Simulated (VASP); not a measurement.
## Geometry relaxation of CoSi (part 1 of 3)

System: CoSi (P2₁3, 8 atoms in the cell).
Method: Kohn-Sham DFT of a periodic cell, PBE with D3(BJ), VASP PAW PBE potentials, recommended, no spin polarisation (VASP 6.6.1).

The structure derives from an entry of the Crystallography Open Database.

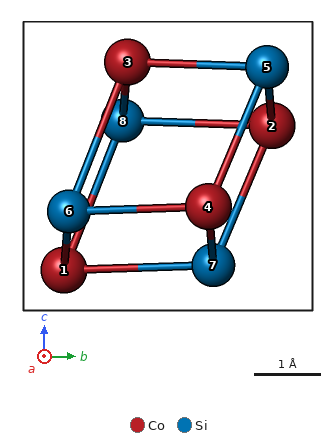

**Figure 1.** The starting structure (ball-and-stick view of the cell of the calculation, along the a axis; atoms are numbered from 1 in the order of the input).

### INCAR
```
SYSTEM = CoSi
PREC = Accurate
ENCUT = 600
EDIFF = 1E-6
ISMEAR = 1
SIGMA = 0.1
LREAL = .False.
LASPH = .True.
NELM = 80
ALGO = Normal
ISIF = 3
LWAVE = .False.
LCHARG = .False.
GGA = PE
IVDW = 12
IBRION = 2
NSW = 90
EDIFFG = -0.01
KPAR = 4
```

### KPOINTS
```
Automatic mesh
0
Gamma
  8 8 8
  0 0 0
```

### POSCAR
```
CoSi
1.0
    4.4380000000      0.0000000000      0.0000000000
    0.0000000000      4.4380000000      0.0000000000
    0.0000000000      0.0000000000      4.4380000000
Co Si
4 4
Direct
    0.1400000000      0.1400000000      0.1400000000
    0.3600000000      0.8600000000      0.6400000000
    0.6400000000      0.3600000000      0.8600000000
    0.8600000000      0.6400000000      0.3600000000
    0.8430000000      0.8430000000      0.8430000000
    0.6570000000      0.1570000000      0.3430000000
    0.3430000000      0.6570000000      0.1570000000
    0.1570000000      0.3430000000      0.6570000000
```

Machine: 4 threads of AMD EPYC (Zen 5), 176 GiB of memory available, shared host.

Command:
```bash
cat potpaw_PBE.64/Co/POTCAR potpaw_PBE.64/Si/POTCAR > POTCAR
mpirun -np 4 vasp_std > vasp.out
```

### OSZICAR
```
N       E                     dE             d eps       ncg     rms          rms(c)
DAV:   1     0.377928254235E+03    0.37793E+03   -0.24832E+04  2790   0.216E+03
DAV:   2    -0.249779364597E+02   -0.40291E+03   -0.39364E+03  2790   0.429E+02
DAV:   3    -0.588151714855E+02   -0.33837E+02   -0.32825E+02  3230   0.145E+02
DAV:   4    -0.605246501192E+02   -0.17095E+01   -0.16895E+01  3663   0.307E+01
DAV:   5    -0.605795205774E+02   -0.54870E-01   -0.54856E-01  3873   0.498E+00    0.273E+01
DAV:   6    -0.665709098415E+02   -0.59914E+01   -0.18162E+02  3986   0.154E+02    0.270E+01
DAV:   7    -0.546591157855E+02    0.11912E+02   -0.69268E+01  3825   0.110E+02    0.762E+00
DAV:   8    -0.548189886289E+02   -0.15987E+00   -0.40767E+00  3229   0.120E+01    0.285E+00
DAV:   9    -0.547309398238E+02    0.88049E-01   -0.33640E-01  4399   0.653E+00    0.111E+00
DAV:  10    -0.547254485181E+02    0.54913E-02   -0.17223E-02  3930   0.917E-01    0.290E-01
DAV:  11    -0.547246148214E+02    0.83370E-03   -0.36747E-03  4623   0.591E-01    0.930E-02
DAV:  12    -0.547245785149E+02    0.36307E-04   -0.22064E-04  3653   0.150E-01    0.344E-02
DAV:  13    -0.547245749631E+02    0.35517E-05   -0.96891E-05  4477   0.683E-02    0.328E-02
DAV:  14    -0.547245715760E+02    0.33871E-05   -0.19015E-05  4224   0.353E-02    0.555E-03
DAV:  15    -0.547245719568E+02   -0.38073E-06   -0.10260E-06  1941   0.995E-03
   1 F= -.58641302E+02 E0= -.58642390E+02  d E =-.586413E+02
       N       E                     dE             d eps       ncg     rms          rms(c)
DAV:   1    -0.579061723089E+02   -0.31816E+01   -0.60619E+01  2853   0.952E+01    0.175E+01
DAV:   2    -0.590977990548E+02   -0.11916E+01   -0.77487E+01  3805   0.108E+02    0.152E+01
DAV:   3    -0.544559174742E+02    0.46419E+01   -0.29400E+01  3807   0.727E+01    0.381E+00
DAV:   4    -0.544163890105E+02    0.39528E-01   -0.13403E+00  3223   0.820E+00    0.195E+00
DAV:   5    -0.543769793952E+02    0.39410E-01   -0.10771E-01  4343   0.339E+00    0.961E-01
DAV:   6    -0.543682626095E+02    0.87168E-02   -0.15468E-02  4203   0.963E-01    0.218E-01
DAV:   7    -0.543682203595E+02    0.42250E-04   -0.11202E-03  3170   0.322E-01    0.112E-01
DAV:   8    -0.543681706994E+02    0.49660E-04   -0.20199E-04  3340   0.804E-02    0.514E-02
DAV:   9    -0.543681739893E+02   -0.32899E-05   -0.26664E-04  4361   0.173E-01    0.640E-02
DAV:  10    -0.543681578653E+02    0.16124E-04   -0.92030E-05  4352   0.858E-02    0.666E-03
DAV:  11    -0.543681572258E+02    0.63952E-06   -0.22393E-06  2145   0.163E-02
   2 F= -.58615787E+02 E0= -.58616489E+02  d E =0.255151E-01
       N       E                     dE             d eps       ncg     rms          rms(c)
DAV:   1    -0.556854593851E+02   -0.13173E+01   -0.17512E+01  2864   0.529E+01    0.888E+00
DAV:   2    -0.563575078885E+02   -0.67205E+00   -0.25946E+01  4040   0.638E+01    0.946E+00
DAV:   3    -0.546891489195E+02    0.16684E+01   -0.10593E+01  4052   0.389E+01    0.192E+00
DAV:   4    -0.546663798348E+02    0.22769E-01   -0.17377E-01  2908   0.316E+00    0.901E-01
DAV:   5    -0.546566917271E+02    0.96881E-02   -0.34575E-02  4418   0.206E+00    0.159E-01
DAV:   6    -0.546564810784E+02    0.21065E-03   -0.16372E-03  3217   0.313E-01    0.568E-02
DAV:   7    -0.546564918352E+02   -0.10757E-04   -0.89504E-05  3738   0.579E-02    0.298E-02
DAV:   8    -0.546565000792E+02   -0.82440E-05   -0.84261E-06  2971   0.208E-02    0.603E-03
DAV:   9    -0.546564992958E+02    0.78345E-06   -0.35249E-06  2536   0.246E-02
   3 F= -.58726120E+02 E0= -.58727033E+02  d E =-.848177E-01
       N       E                     dE             d eps       ncg     rms          rms(c)
DAV:   1    -0.546668201720E+02   -0.10320E-01   -0.42273E+00  2790   0.112E+01    0.296E-01
DAV:   2    -0.546705556686E+02   -0.37355E-02   -0.54182E-02  4163   0.206E+00    0.203E-01
DAV:   3    -0.546702798591E+02    0.27581E-03   -0.33917E-03  3853   0.741E-01    0.153E-01
DAV:   4    -0.546700476406E+02    0.23222E-03   -0.29203E-03  4039   0.668E-01    0.102E-01
DAV:   5    -0.546698715045E+02    0.17614E-03   -0.78875E-04  4260   0.343E-01    0.156E-02
DAV:   6    -0.546698724188E+02   -0.91424E-06   -0.21963E-05  3461   0.348E-02    0.106E-02
DAV:   7    -0.546698724164E+02    0.23683E-08   -0.17266E-06  2011   0.925E-03
   4 F= -.58745037E+02 E0= -.58745897E+02  d E =-.189177E-01
       N       E                     dE             d eps       ncg     rms          rms(c)
DAV:   1    -0.546685539142E+02    0.13185E-02   -0.85031E+00  2790   0.159E+01    0.452E-01
DAV:   2    -0.546749630105E+02   -0.64091E-02   -0.10753E-01  4121   0.295E+00    0.343E-01
DAV:   3    -0.546740766920E+02    0.88632E-03   -0.16001E-02  3770   0.161E+00    0.242E-01
DAV:   4    -0.546732657301E+02    0.81096E-03   -0.48785E-03  3914   0.876E-01    0.101E-01
DAV:   5    -0.546730922077E+02    0.17352E-03   -0.68689E-04  4305   0.302E-01    0.224E-02
DAV:   6    -0.546730900743E+02    0.21334E-05   -0.37917E-05  4413   0.579E-02    0.101E-02
DAV:   7    -0.546730907686E+02   -0.69430E-06   -0.64951E-06  3340   0.292E-02
   5 F= -.58756134E+02 E0= -.58756913E+02  d E =-.300140E-01
       N       E                     dE             d eps       ncg     rms          rms(c)
DAV:   1    -0.546726157338E+02    0.47434E-03   -0.32664E-02  2790   0.999E-01    0.249E-02
DAV:   2    -0.546726599452E+02   -0.44211E-04   -0.54167E-04  4075   0.200E-01    0.182E-02
DAV:   3    -0.546726567881E+02    0.31571E-05   -0.81501E-06  3218   0.294E-02    0.109E-02
DAV:   4    -0.546726543982E+02    0.23900E-05   -0.70392E-06  2947   0.282E-02    0.549E-03
DAV:   5    -0.546726540162E+02    0.38200E-06   -0.34286E-06  2182   0.247E-02
   6 F= -.58756186E+02 E0= -.58756961E+02  d E =-.300668E-01
       N       E                     dE             d eps       ncg     rms          rms(c)
DAV:   1    -0.546723606638E+02    0.29373E-03   -0.10595E-02  2790   0.566E-01    0.141E-02
DAV:   2    -0.546723735049E+02   -0.12841E-04   -0.16091E-04  4147   0.110E-01    0.101E-02
DAV:   3    -0.546723725714E+02    0.93350E-06   -0.34837E-06  2907   0.232E-02
   7 F= -.58756184E+02 E0= -.58756955E+02  d E =-.300644E-01
       N       E                     dE             d eps       ncg     rms          rms(c)
DAV:   1    -0.546865583784E+02   -0.14185E-01   -0.63762E-02  2876   0.313E+00    0.541E-01
DAV:   2    -0.546889717197E+02   -0.24133E-02   -0.92721E-02  4041   0.377E+00    0.564E-01
DAV:   3    -0.546829563366E+02    0.60154E-02   -0.37602E-02  3979   0.241E+00    0.109E-01
DAV:   4    -0.546828462183E+02    0.11012E-03   -0.93716E-04  2909   0.231E-01    0.331E-02
DAV:   5    -0.546828329654E+02    0.13253E-04   -0.60464E-05  4099   0.703E-02    0.185E-02
DAV:   6    -0.546828302967E+02    0.26688E-05   -0.69610E-06  3371   0.187E-02    0.571E-03
DAV:   7    -0.546828302172E+02    0.79467E-07   -0.15516E-06  1796   0.111E-02
   8 F= -.58756243E+02 E0= -.58757030E+02  d E =-.590954E-04
       N       E                     dE             d eps       ncg     rms          rms(c)
DAV:   1    -0.546792174527E+02    0.36128E-02   -0.10888E-02  2876   0.128E+00    0.224E-01
DAV:   2    -0.546796336421E+02   -0.41619E-03   -0.15804E-02  4033   0.155E+00    0.233E-01
DAV:   3    -0.546786075689E+02    0.10261E-02   -0.64024E-03  3971   0.100E+00    0.450E-02
DAV:   4    -0.546785941704E+02    0.13399E-04   -0.16327E-04  2902   0.966E-02    0.138E-02
DAV:   5    -0.546785915301E+02    0.26403E-05   -0.10039E-05  3878   0.285E-02    0.806E-03
DAV:   6    -0.546785911526E+02    0.37744E-06   -0.94507E-07  1612   0.813E-03
   9 F= -.58756337E+02 E0= -.58757118E+02  d E =-.153220E-03
       N       E                     dE             d eps       ncg     rms          rms(c)
DAV:   1    -0.546779247860E+02    0.66674E-03   -0.26131E-04  2860   0.202E-01    0.351E-02
DAV:   2    -0.546779352307E+02   -0.10445E-04   -0.37376E-04  4068   0.240E-01    0.356E-02
DAV:   3    -0.546779107502E+02    0.24480E-04   -0.15223E-04  3999   0.154E-01    0.755E-03
DAV:   4    -0.546779108435E+02   -0.93300E-07   -0.39719E-06  2408   0.153E-02
  10 F= -.58756336E+02 E0= -.58757116E+02  d E =-.152312E-03
       N       E                     dE             d eps       ncg     rms          rms(c)
DAV:   1    -0.546765455825E+02    0.13652E-02   -0.35395E-03  3457   0.511E-01    0.756E-02
DAV:   2    -0.546765913319E+02   -0.45749E-04   -0.17234E-03  4067   0.519E-01    0.758E-02
DAV:   3    -0.546764828643E+02    0.10847E-03   -0.70184E-04  3959   0.332E-01    0.169E-02
DAV:   4    -0.546764813145E+02    0.15499E-05   -0.19546E-05  3560   0.394E-02    0.390E-03
DAV:   5    -0.546764811124E+02    0.20205E-06   -0.57504E-07  1696   0.699E-03
  11 F= -.58756368E+02 E0= -.58757149E+02  d E =-.318026E-04
```

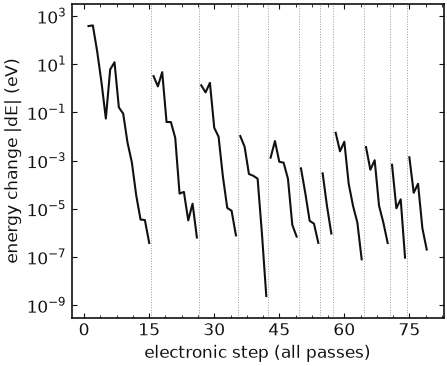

**Figure 2.** Convergence of the self-consistent field: energy change |dE| against the electronic step. Each stretch between dotted lines is the SCF of one geometry step of a relaxation. The 11 ionic steps take 3 to 15 electronic steps each. The density is held fixed in the first few steps, and dE rises again when its update begins.

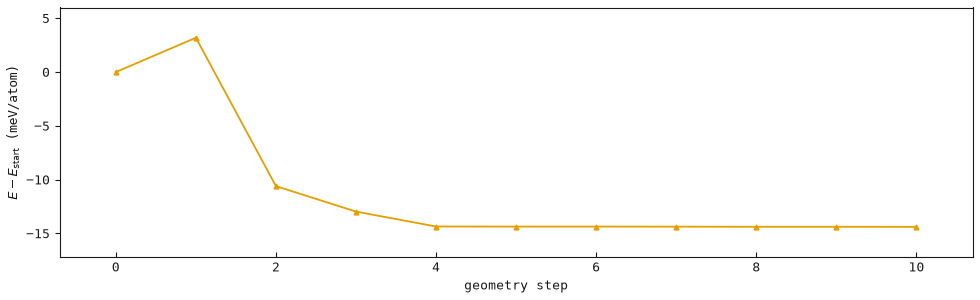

**Figure 3.** Progress of the relaxation, step by step (steps are counted from 0).

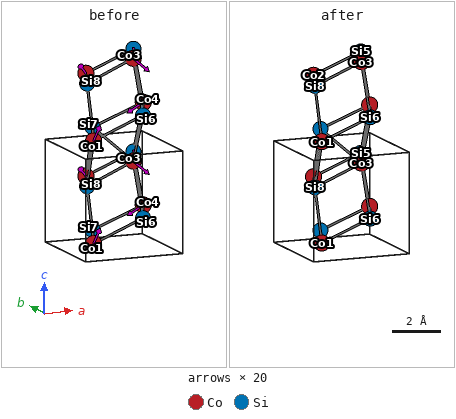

**Figure 4.** Before (left) and after (right) the relaxation, at one scale (ball-and-stick view of the cell of the calculation, repeated 1 × 1 × 2, seen slightly off an axis). The pink arrows give the displacements (without the part carried along by the change of the cell), magnified 20 times. Over 10 geometry steps the energy falls by 14.4 meV per atom. Largest force component: 0.16 eV/Å at the start, 0.00073 eV/Å at the end. The largest moves relative to the cell, 0.047 Å, are those of Co1, Co2, Co3 and Co4. By element the largest moves are Co 0.047 Å, Si 0.005 Å. Cell: a = b = c 4.438 → 4.380 Å (−1.3 %). Volume −3.9 %. Distances before and after: Co1–Si6 2.466 → 2.396 Å, Co1–Si5 2.283 → 2.295 Å. The space group stays P2_13 (No. 198). (Atoms are counted from 1 in the order of the input.)

### Parts of OUTCAR
```
SYSTEM = CoSi
   PREC = Accurate
   ENCUT = 600
   EDIFF = 1E-6
   ISMEAR = 1
   LREAL = .False.
   LASPH = .True.
   NELM = 80
   ISIF = 3
   GGA = PE
   IVDW = 12
   IBRION = 2
   NSW = 90
   EDIFFG = -0.01
 IVDW          = 12
 VDW_S6        =  1.00000000  s6, scaling of the dipole-dipole dispersion
 VDW_S8        =  0.78750002  s8, scaling of the dipole-quadrupole dispersion
 VDW_A1        =  0.42890000  a1, scaling of the critical radii
 VDW_A2        =  4.44070005  a2, offset of the critical radii
 VDW_RADIUS    = 50.20216178  two-body interaction cutoff (in Angstroms)
 VDW_CNRADIUS  = 21.16708996  CN, coordination number cutoff (in Angstroms)

 ion  position               nearest neighbor table
   1  0.140  0.140  0.140-   5 2.28   6 2.33   7 2.33   8 2.33   7 2.47   8 2.47   6 2.47   2 2.72
                             4 2.72   2 2.72   4 2.72   3 2.72   3 2.72
   2  0.360  0.860  0.640-   6 2.28   5 2.33   7 2.33   8 2.33   7 2.47   8 2.47   5 2.47   1 2.72
                             3 2.72   1 2.72   3 2.72   4 2.72   4 2.72
   3  0.640  0.360  0.860-   7 2.28   6 2.33   5 2.33   8 2.33   8 2.47   6 2.47   5 2.47   4 2.72
                             2 2.72   2 2.72   4 2.72   1 2.72   1 2.72
   4  0.860  0.640  0.360-   8 2.28   6 2.33   7 2.33   5 2.33   6 2.47   5 2.47   7 2.47   3 2.72
                             1 2.72   1 2.72   3 2.72   2 2.72   2 2.72
   5  0.843  0.843  0.843-   1 2.28   2 2.33   3 2.33   4 2.33   3 2.47   4 2.47   2 2.47   6 2.75
                             7 2.75   8 2.75   6 2.75   8 2.75   7 2.75
   6  0.657  0.157  0.343-   2 2.28   1 2.33   3 2.33   4 2.33   3 2.47   4 2.47   1 2.47   8 2.75
                             5 2.75   5 2.75   7 2.75   7 2.75   8 2.75
   7  0.343  0.657  0.157-   3 2.28   2 2.33   1 2.33   4 2.33   4 2.47   2 2.47   1 2.47   8 2.75
                             5 2.75   8 2.75   6 2.75   6 2.75   5 2.75
   8  0.157  0.343  0.657-   4 2.28   2 2.33   3 2.33   1 2.33   2 2.47   1 2.47   3 2.47   7 2.75
                             5 2.75   7 2.75   5 2.75   6 2.75   6 2.75

  LATTYP: Found a simple cubic cell.
 ALAT       =     4.4380000000

  Lattice vectors:

 A1 = (   4.4380000000,   0.0000000000,   0.0000000000)
 A2 = (   0.0000000000,   4.4380000000,   0.0000000000)
 A3 = (   0.0000000000,   0.0000000000,   4.4380000000)

Analysis of symmetry for initial positions (statically):
=====================================================================
 Subroutine PRICEL returns:
 Original cell was already a primitive cell.

 Routine SETGRP: Setting up the symmetry group for a
 simple cubic supercell.

 Subroutine GETGRP returns: Found 12 space group operations
 (whereof  3 operations were pure point group operations)
 out of a pool of 48 trial point group operations.

The static configuration has the point symmetry C_3 .
 The point group associated with its full space group is T   .

Analysis of symmetry for dynamics (positions and initial velocities):
=====================================================================
 Subroutine PRICEL returns:
 Original cell was already a primitive cell.

 Routine SETGRP: Setting up the symmetry group for a
 simple cubic supercell.

 Subroutine GETGRP returns: Found 12 space group operations
 (whereof  3 operations were pure point group operations)
 out of a pool of 48 trial point group operations.

The dynamic configuration has the point symmetry C_3 .
 The point group associated with its full space group is T   .

 Subroutine INISYM returns: Found 12 space group operations
 (whereof  3 operations are pure point group operations),
 and found     1 'primitive' translations

----------------------------------------------------------------------------------------

                                     Primitive cell

  volume of cell :      87.4102

  direct lattice vectors                    reciprocal lattice vectors
     4.438000000  0.000000000  0.000000000     0.225326724  0.000000000  0.000000000
     0.000000000  4.438000000  0.000000000     0.000000000  0.225326724  0.000000000
     0.000000000  0.000000000  4.438000000     0.000000000  0.000000000  0.225326724

  length of vectors
     4.438000000  4.438000000  4.438000000     0.225326724  0.225326724  0.225326724

  position of ions in fractional coordinates (direct lattice)
     0.140000000  0.140000000  0.140000000
     0.360000000  0.860000000  0.640000000
     0.640000000  0.360000000  0.860000000
     0.860000000  0.640000000  0.360000000
     0.843000000  0.843000000  0.843000000
     0.657000000  0.157000000  0.343000000
     0.343000000  0.657000000  0.157000000
     0.157000000  0.343000000  0.657000000

  ion indices of the primitive-cell ions
   primitive index   ion index
                 1           1
                 2           2
                 3           3
                 4           4
                 5           5
                 6           6
                 7           7
                 8           8

----------------------------------------------------------------------------------------

 KPOINTS: Automatic mesh

Automatic generation of k-mesh.
 Grid dimensions read from file:
 generate k-points for:    8    8    8

 Generating k-lattice:

  Cartesian coordinates                     Fractional coordinates (reciprocal lattice)
     0.028165840  0.000000000  0.000000000     0.125000000  0.000000000  0.000000000
     0.000000000  0.028165840  0.000000000     0.000000000  0.125000000  0.000000000
     0.000000000  0.000000000  0.028165840     0.000000000  0.000000000  0.125000000

  Length of vectors
     0.028165840  0.028165840  0.028165840

  Shift w.r.t. Gamma in fractional coordinates (k-lattice)
     0.000000000  0.000000000  0.000000000

 Subroutine IBZKPT returns following result:
 ===========================================

 Found     45 irreducible k-points:
```
